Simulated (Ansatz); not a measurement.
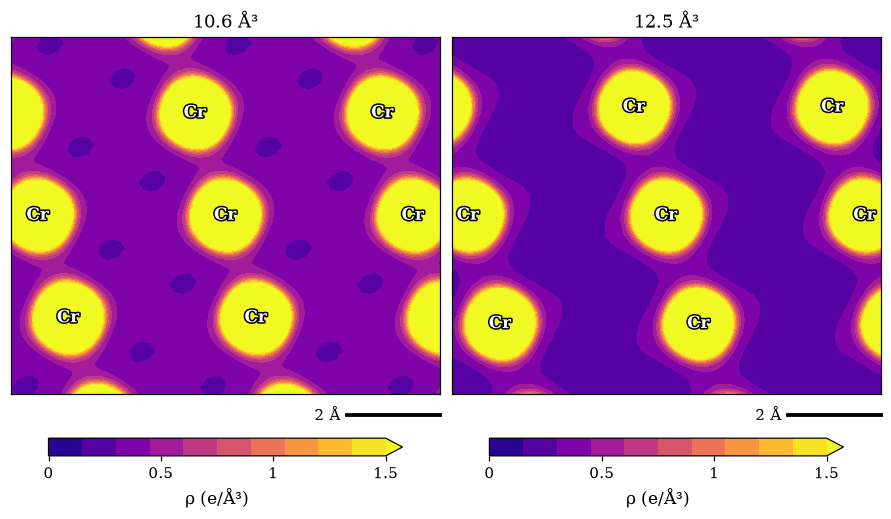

Cr. The valence electron density of cells scaled evenly to different volumes (given per atom above each panel), on the (11̄0) plane of each (indices in the axes of the cell below), at one length scale and on one colour scale.

A generated structure, not necessarily the stable one; computed without spin polarisation.

All numbers below come from DFT, RPBE, plane waves (420 eV) with PAW, scalar-relativistic (Ansatz).

Core electrons are frozen (PAW), and the valence fields are smoothed inside the atomic spheres.

The largest cell:

```xyz
2
Lattice="-1.7657 1.7657 1.2199 1.7657 -1.7657 1.2199 2.9028 2.9028 -1.2199" Properties=species:S:1:pos:R:3 pbc="T T T"
Cr    0.0000    0.0000    0.0000
Cr    0.5686    2.3342    0.6099
```

| volume (Å³/atom) | Cr–Cr contact in the plane (Å) | ρ at its midpoint (e/Å³) | 
| --- | --- | --- |
| 10.58 | 2.308 | 0.486 | 
| 12.02 | 2.408 | ? | 
| 12.50 | 2.440 | 0.386 | 

What values belong in the row with question marks?

Answer. Over the known rows ln ρ falls by 1.75 per Å of Cr–Cr distance (the line through the two), which gives 0.408 e/Å³ at 2.408 Å; the calculation gives 0.407 e/Å³.
